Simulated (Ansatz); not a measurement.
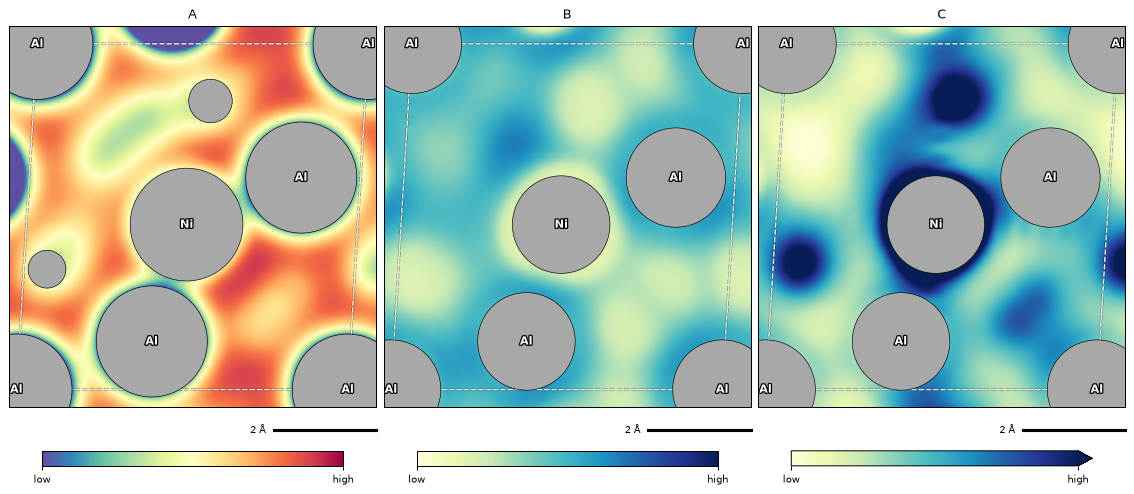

AlNi: 3 fields on the (100) plane of the conventional cell, with unlabelled colour scales. Grey discs cover the atomic cores.

Space group P1; a generated structure, not necessarily the stable one; computed without spin polarisation.

Level of theory: DFT PBE, scalar-relativistic, plane waves, PAW (Ansatz).

Match the panels to the quantities (electron localisation function, electrostatic potential energy of an electron and valence pseudo-density).

Answer. Panel A: electrostatic potential energy of an electron (low next to the atoms, rising into the space between them). Panel B: electron localisation function. Panel C: valence pseudo-density. From the grid: Al–Ni (2.38 Å): the density is about 0.36 e/Å³ at the midpoint; the ELF is about 0.45 at the midpoint. Al–Ni (2.43 Å): ρ is about 0.33 e/Å³ halfway; the ELF is about 0.45 at the midpoint.
